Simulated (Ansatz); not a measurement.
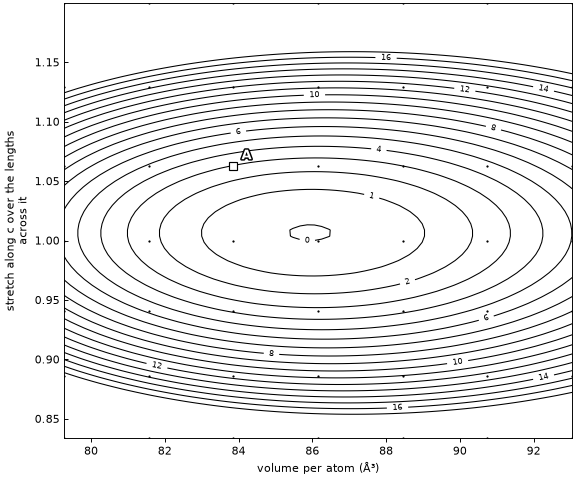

Rb (Cmcm, No. 63; 2 atoms in the cell). The energy is mapped over volume and the cell's shape. First axis: volume per atom. Second axis: stretch along c over the lengths across it, relative to the relaxed cell. Nothing is relaxed (fractional coordinates fixed). The grid has 7 × 7 points. Points are written as (first, second). Energies are in meV/atom, from the lowest grid point. Computed with Ansatz, DFT PBE+D3(BJ), scalar-relativistic, plane waves, PAW. Settings: cutoff 420 eV, k-mesh 12×12×6 in the order of the run's cell vectors, gaussian smearing 0.15 eV, no spin polarisation.

The picture shows contour lines labelled in meV/atom (none above 17), dots at the grid points, the point A. Between grid points the surface is interpolated.

Is A at rest? If not, where is it pushed?

Answer. A, at (83.86 Å³, 1.062), is not a stationary point. The computed force is 0.53 meV/atom for each Å³ towards larger values of volume per atom and 88 meV/atom for each unit towards smaller values of the second coordinate.
